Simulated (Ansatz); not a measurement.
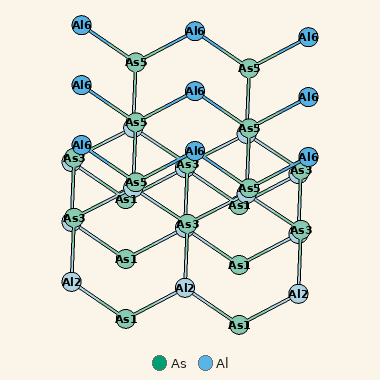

The system is Al on an AlAs(100) slab cut from the F-43m phase (6 atoms of substrate and one adsorbate in a 1 × 1 cell); the picture shows it without the atoms that are moved over the map. One Al atom a 1 × 1 cell is placed over a mesh of places on the rigid (1 0 0) surface, and only its height is relaxed. Places are given modulo a cell vector. The map is drawn in real space over the plane of the surface. The scan uses a 4 × 4 grid. Energies: eV, counted from the lowest grid point. The relaxed height changes by up to 0.8 Å between neighbouring points. With one adsorbate in each 1 × 1 cell, its nearest image is 4.0 Å away, so neighbouring adsorbates interact. The calculation used DFT PBEsol, scalar-relativistic, plane waves, PAW (Ansatz).

Range: place along a₁ from 0.00 to 0.75; place along a₂ from 0.00 to 0.75.

### What will the energy surface look like?

The lowest grid point is at a fourfold hollow over a third-layer Al atom, (2/4, 2/4) of the cell vectors. The highest grid point, the top site over a surface Al atom, (0/4, 0/4) of the cell vectors, lies 1.27 eV above the lowest. At the lowest point the adsorbate has 2 As at 3.02 Å and 4 Al at 2.96 Å as nearest neighbours, at the highest 1 Al at 2.65 Å. Its relaxed height above the top atom is 0.84 Å at the lowest and 2.65 Å at the highest point.

| place along a₂ ↓, place along a₁ → | 0/4 | 1/4 | 2/4 | 3/4 |
| --- | --- | --- | --- | --- |
| 3/4 | 1.15 | 0.95 | 0.41 | 0.95 |
| 2/4 | 0.69 | 0.39 | 0.00 | 0.39 |
| 1/4 | 1.15 | 0.95 | 0.41 | 0.95 |
| 0/4 | 1.27 | 1.09 | 0.61 | 1.09 |

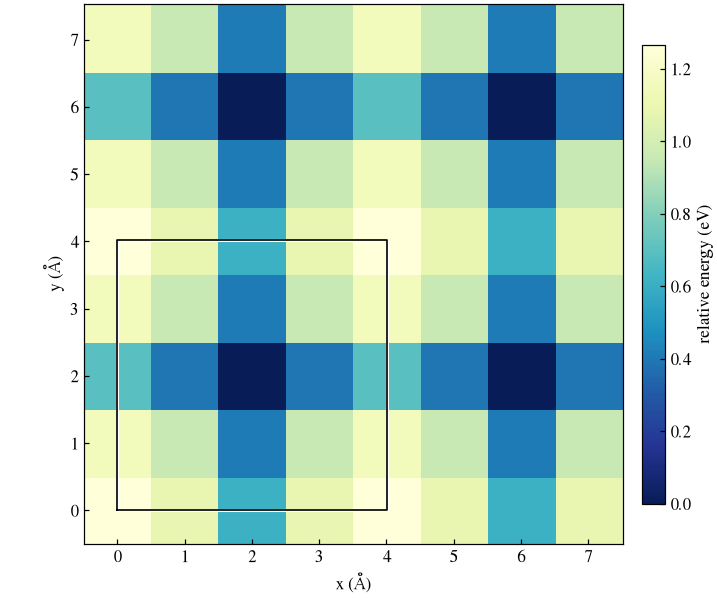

Drawn: one coloured cell a grid point, the outline of one cell of the 2 × 2 shown.
